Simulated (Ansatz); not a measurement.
# SnO₂: band-structure calculation

The run: band-structure calculation of SnO₂ (P-3m1, 3 atoms in the cell). Method and program: DFT LDA, scalar-relativistic, plane waves, PAW, no spin polarisation (Ansatz 0.2.0).

The structure was made by a generator, so it may or may not be a known phase. Figures and captions count atoms from 1; the log counts them from 0 in places.

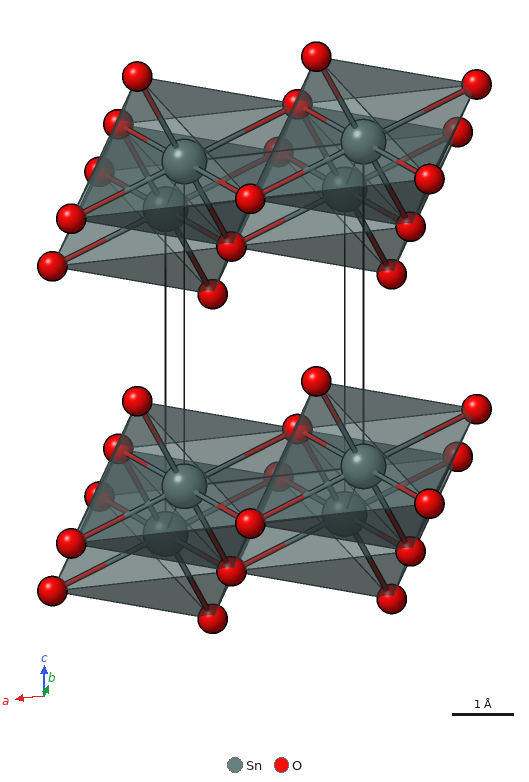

The structure as given in the input (polyhedral view of the cell of the calculation, seen at an oblique angle; polyhedra are completed across the faces of the cell). An atom can appear more than once, as a periodic image.

**The input**
```yaml
crystal:
  lattice:
    - [3.227795624, 0.0, 0.0]
    - [-1.613897812, 2.7953530086, 0.0]
    - [0.0, 0.0, 5.4898739544]
  atoms:
    - { symbol: Sn, position: [0.0, 0.0, 0.0] }
    - { symbol: O, position: [0.3333333333, 0.6666666667, 0.184288327] }
    - { symbol: O, position: [0.6666666667, 0.3333333333, 0.815711673] }
basis:
  ecutwfc: 420
kpoints:
  mp_grid: { grid: [12, 12, 6] }
  band_path:
    path:
      - [[0.0, 0.0, 0.0], [0.5, 0.0, 0.0], [0.33333333, 0.33333333, 0.0], [0.0, 0.0, 0.0], [0.0, 0.0, 0.5], [0.5, 0.0, 0.5], [0.33333333, 0.33333333, 0.5], [0.0, 0.0, 0.5]]
      - [[0.5, 0.0, 0.5], [0.5, 0.0, 0.0]]
      - [[0.33333333, 0.33333333, 0.5], [0.33333333, 0.33333333, 0.0]]
    npoints: 14
hamiltonian:
  xc: lda
scf:
  occupations: { method: gaussian, width: 0.02 }
  n_extra_bands: 7
output:
  forces: true
  stress: true
  eigenvalues: true
  populations: true
  dos: { projected: true, de: 0.02, nscf_kmesh: { grid: [18, 18, 9] } }
  bader: true
  write_density: true
  write_potential: true
  elf: true
  volumetric_format: npy
```

Hardware: 1 thread of Arm Neoverse V1, 24 GiB of memory available, shared host.

Run as:
```bash
ansatz run input.yaml --threads 1 --pin off --max-ram 2560MiB --backend cpu --events-out ev --progress --plain --runs-dir out
```

**Output**
```
scf.n_extra_bands = 7 over 13 filled bands (N_el = 26.0): the run solves 20 bands
Engine: ansatz 0.2.0, aarch64-unknown-linux-gnu
Pseudopotentials: kind: paw
Pseudopotential: Sn, paw, valence charge 14, recommended cutoff 420 eV (normal), Sn.paw.azcp
Pseudopotential: O, paw, valence charge 6, recommended cutoff 420 eV (normal), O.paw.azcp
Functional definition: SPW92
  exchange = slater_x
  correlation = pw_c
Crystal: 3 atoms, lattice volume = 49.534 Å³
Basis set: ecut = 420 eV, 979 PW (Γ)
Bands: 20, of which v1, the nominal top of the filled ones, is band 13 counted from 1 (12 counted from 0)
Symmetry: 12 space group operations
Space group: P-3m1 (ITA 164), of the structure as read, at distance tolerance 3.7e-5 Å
k-points: 100 of 864
Non-local potential: Sn, projectors of the file, l = 0: 2, l = 1: 2, l = 2: 2, l = 3: 2
Non-local potential: O, projectors of the file, l = 0: 2, l = 1: 2, l = 2: 1
PAW form: soft (Blöchl's): semilocal exchange-correlation on the pseudo side does not see the compensation charge
PAW frozen core: Sn, regenerated for the run's functional, and the local potential with it (the file was generated under x = pbe(κ = 0.804, μ = 0.2195149727645171), c = pbe(β = 0.06672455060314922))
PAW frozen core: O, regenerated for the run's functional, and the local potential with it (the file was generated under x = pbe(κ = 0.804, μ = 0.2195149727645171), c = pbe(β = 0.06672455060314922))
PAW one-centre angular grid: Sn, 590 points (default); XC on 64 Gauss nodes
PAW one-centre angular grid: O, 110 points (default); XC on 64 Gauss nodes
Initial density: superposition of atomic densities (neutral atoms: chi_scale 0, normalization atom), corrected by the library's trained network
Initial wavefunctions: pseudopotential atomic-orbital guess
Functional: x = slater, c = lda
SCF iter   1: F=—  HF=-6989.451465 eV  |F-HF|=—  |Δ(HF+E_count)|=         —  Δρ=1.57e-2  dr2=1.06e-1  ethr=1.77e-3  ⟨swp⟩=6.2  Hψ=10611  notcnv=0
preconditioner: auto → none  [insulator: Δε(μ)=2.007 eV  Ē_g=21.293 eV  σ=0.020 eV  W_gap=1.00  n_scr=10 (ndim 8)  ℏωp=26.9 eV  f_vac=0.265  D(μ)=0.00/eV (n_scr^D=0)  ε∞_Penn≈2.6]
SCF iter   2: F=—  HF=-6989.429150 eV  |F-HF|=—  |Δ(HF+E_count)|=   2.23e-2  Δρ=9.54e-3  dr2=2.96e-2  ethr=4.09e-4  ⟨swp⟩=2.2  Hψ=4008  notcnv=0  defer=150
SCF iter   3: F=—  HF=-6989.420268 eV  |F-HF|=—  |Δ(HF+E_count)|=   8.88e-3  Δρ=1.93e-3  dr2=9.64e-4  ethr=1.14e-4  ⟨swp⟩=2.1  Hψ=3008  notcnv=0  defer=150
SCF iter   4: F=—  HF=-6989.419912 eV  |F-HF|=—  |Δ(HF+E_count)|=   3.56e-4  Δρ=4.42e-4  dr2=3.69e-5  ethr=3.71e-6  ⟨swp⟩=2.2  Hψ=3136  notcnv=0  defer=150
SCF iter   5: F=—  HF=-6989.419899 eV  |F-HF|=—  |Δ(HF+E_count)|=   1.31e-5  Δρ=3.34e-5  dr2=3.09e-7  ethr=1.42e-7  ⟨swp⟩=2.8  Hψ=2617  notcnv=0  defer=150
SCF iter   6: F=-6989.419899 eV  HF=-6989.419899 eV  |F-HF|=8.71e-9  |Δ(HF+E_count)|=   1.92e-8  Δρ=1.09e-5  dr2=2.25e-8  ethr=3.85e-10  ⟨swp⟩=13.4  Hψ=14270  notcnv=0
SCF 1 converged in 6 iterations: F = -6989.419899 eV  dr2 = 2.25e-8
  greatest PAW one-centre occupation: 0.997 electrons in one spin orbital (limit 2), on the Sn atom at site 0 (counted from 0), in its partial waves of l = 2
NSCF: frozen V_eff on 129 k-points
NSCF: frozen V_eff on 293 k-points
SCF converged after 6 iterations
Free energy (F): -6989.419899 eV
Harris-Foulkes:  -6989.419899 eV  (|F-HF|=8.71e-9)
Internal energy: -6989.419899 eV  (E = F + TS)
E sigma→0 (E₀):  -6989.419899 eV
Fermi energy:    4.929990 eV
--- Per-component energies (eV) ---
  E_band       = -186.099075
  E_kinetic    = 535.725481
  E_local      = -2552.441290  (includes V_loc(G=0)·N_el)
  E_nonlocal   = 74.398026
  E_hartree    = 1240.331039
  E_xc         = -520.218999
  E_vxc        = -281.064254  (∫ρ·V_xc dr)
  E_paw        = -4298.421839  (= ΣΔE_a)
  E_vpaw       = -443.386206  (= ΣTr[D̂ρ^β])
  E_aug_tail   = 0.004905  (compensation charges beyond the density's cutoff)
  E_ewald      = -1469.415964
  E_core_change = 0.618741  (= ΣΔE_core)
  E_smearing   = -0.000000  (= −TS)
  E_closure    = -0.000000  (closes the sum)
  Σ components = -6989.419899   (vs F -6989.419899, Δ=0.00e0)
--- Forces (eV/Å), atoms counted from 1 ---
  atom   1  Sn     0.00000000     0.00000000     0.00000000
  atom   2  O     -0.00000000     0.00000000    -0.61968212
  atom   3  O      0.00000000    -0.00000000     0.61968212
  max |Σ_I F_I| component: 1.85e-17 eV/Å
--- Stress (GPa, compression-positive) ---
       -8.441045       0.000000      -0.000000
       -0.000000      -8.441045      -0.000000
       -0.000000      -0.000000      -4.796256
  P = ⅓ Tr σ = -7.2261 GPa (-72.261 kbar)
--- Band table (eV; the first three rows and the last of 100) ---
  k-point 0: bands = ["-15.9110", "-15.7243", "-15.7243", "-15.5167", "-15.5167", "-13.7323", "-11.9145", "0.2115", "2.6495", "2.6495", "3.1012", "3.1012", "3.5047", "6.0060", "9.5453", "13.6126", "14.8888", "14.8888", "20.1731", "21.2232"]
  k-point 1: bands = ["-15.9110", "-15.7243", "-15.7243", "-15.5167", "-15.5167", "-13.7277", "-11.9219", "0.2505", "2.6482", "2.6482", "3.1037", "3.1037", "3.3644", "6.1804", "9.4951", "13.6389", "14.8855", "14.8855", "20.0161", "21.1488"]
  k-point 2: bands = ["-15.9108", "-15.7243", "-15.7243", "-15.5167", "-15.5167", "-13.7183", "-11.9369", "0.3339", "2.6445", "2.6445", "3.1076", "3.1076", "3.1107", "6.5113", "9.3793", "13.7035", "14.8780", "14.8780", "19.4879", "21.0107"]
  k-point 99: bands = ["-16.1216", "-16.1216", "-15.5445", "-15.5445", "-15.5079", "-11.3883", "-11.3883", "-2.6133", "0.2677", "0.2677", "1.2057", "3.7528", "3.7528", "9.8838", "13.0595", "13.9824", "13.9824", "16.3449", "16.3449", "18.9199"]
--- Löwdin populations: 3 sites ---
  site symbol       q [e]
     0     Sn     12.3770
     1      O      6.7380
     2      O      6.7380
  spilling = 0.005656 (of n_electrons = 26.000000)
--- Bader charges: 3 sites ---
  site symbol  charge [e]  shift [e]
     0     Sn      2.2889     0.0116
     1      O     -1.1444     0.0058
     2      O     -1.1444     0.0058
  estimated error of the sums over rays = 2.3e-4 e
```

**File populations.tsv**
```
# site	symbol	l	j	q
# orbitals = lowdin
# n_electrons = 26.000000
# spilling = 0.005656
0	Sn	0_5S	-	0.958862
0	Sn	1_5P	-	1.423340
0	Sn	2_4D	-	9.994807
1	O	0_2S	-	1.768138
1	O	1_2P	-	4.969825
2	O	0_2S	-	1.768138
2	O	1_2P	-	4.969825
```

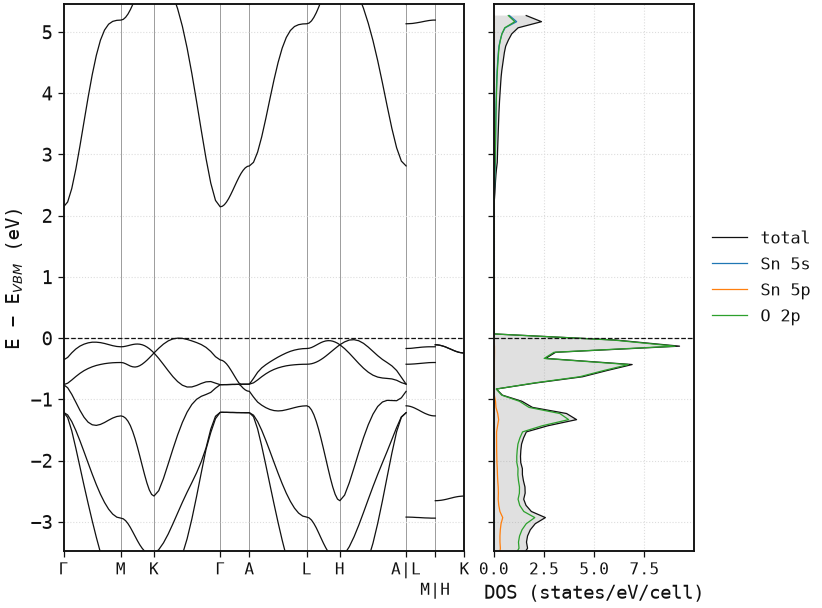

Band structure along Γ–M–K–Γ–A–L–H–A|L–M|H–K and density of states (projected on Löwdin-orthogonalised atomic shells), with energies from the valence-band top. There is a gap of 2.15 eV on this path, indirect, from between K and Γ to Γ.

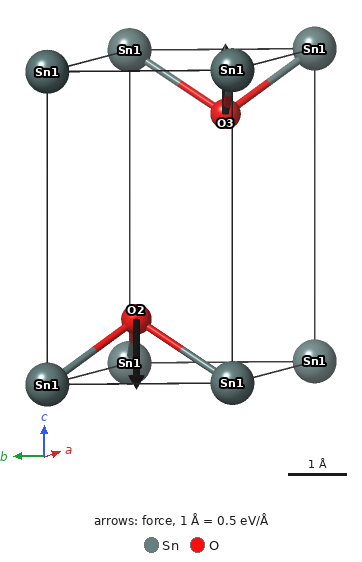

Forces on the atoms as black arrows (ball-and-stick view of the cell of the calculation, seen at an oblique angle; atoms are numbered from 1 in the order of the input). The largest act on O2, O3 (0.62 eV/Å). The geometry is not a stationary point of this energy.

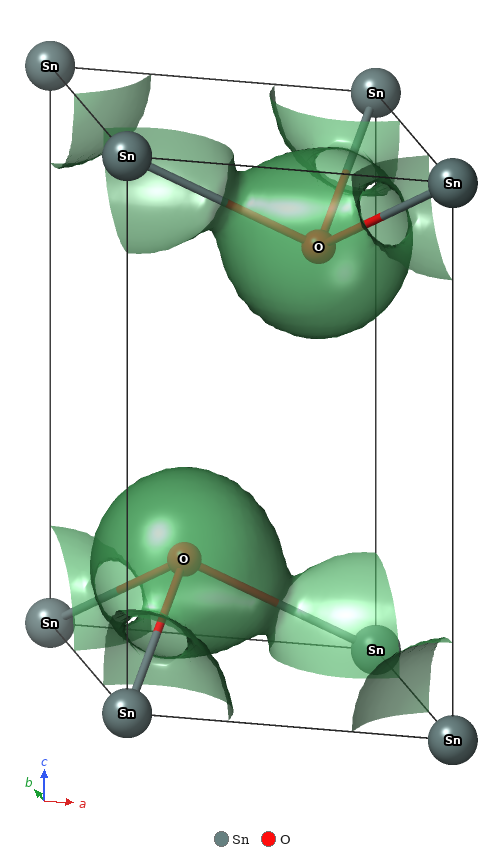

Isosurface of the valence charge density (pseudo) at 0.5 e/Å³ (green), seen slightly off an axis. Sticks mark near contacts. The outline is the cell set on symmetry axes. At this value the density is joined into sheets; it holds about 80 % of the electrons treated as valence (semicore included). On the grid the lowest density along these lines, outside the cores, is 0.61 e/Å³ (Sn–O, 2.12 Å). In a PAW calculation such maps are meaningful between the atoms, not at the nuclei.

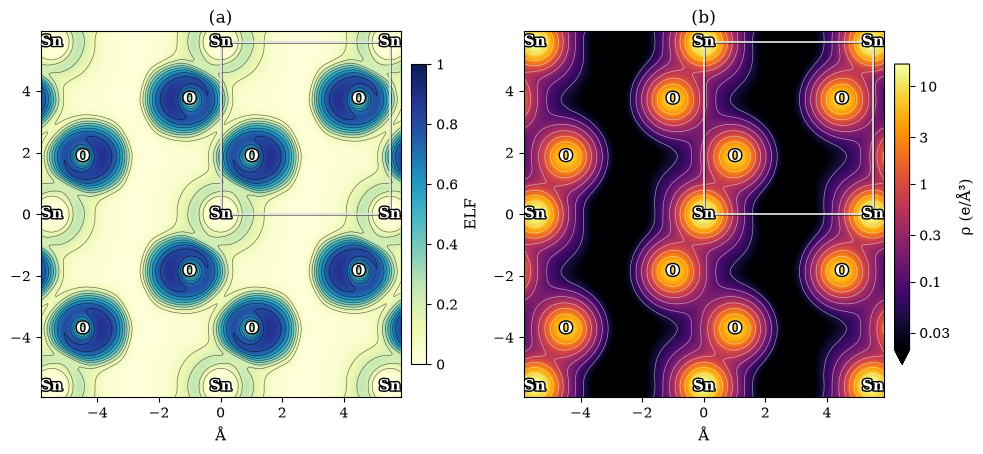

(a) electron localisation function; (b) valence charge density (pseudo) on the (110) plane of the conventional cell. Sn–O (2.12 Å): ρ at the midpoint is about 0.61 e/Å³; the ELF is about 0.25 at the midpoint. Away from the nuclei the density in this plane falls to 0.003 e/Å³ at its lowest.

**Results in brief**

```json
{"quantity": "outcome", "value": "converged"}
{"quantity": "space group (tolerance 0.01 Å)", "value": "P-3m1 (164)"}
{"quantity": "electrons treated", "value": "26"}
{"quantity": "free energy", "value": "−6989.4199 eV"}
{"quantity": "Fermi energy", "value": "4.930 eV"}
{"quantity": "gap on the k-point mesh", "value": "2.15 eV"}
{"quantity": "gap on the band path", "value": "2.14 eV"}
{"quantity": "pressure", "value": "−7.23 GPa"}
{"quantity": "largest force (length of the vector)", "value": "0.620 eV/Å"}
{"quantity": "wall time", "value": "39 s"}
{"quantity": "peak memory", "value": "0.4 GiB"}
```

**Remarks**

The cell is under a tension of 7.2 GPa at this level, so it is not at its equilibrium volume.
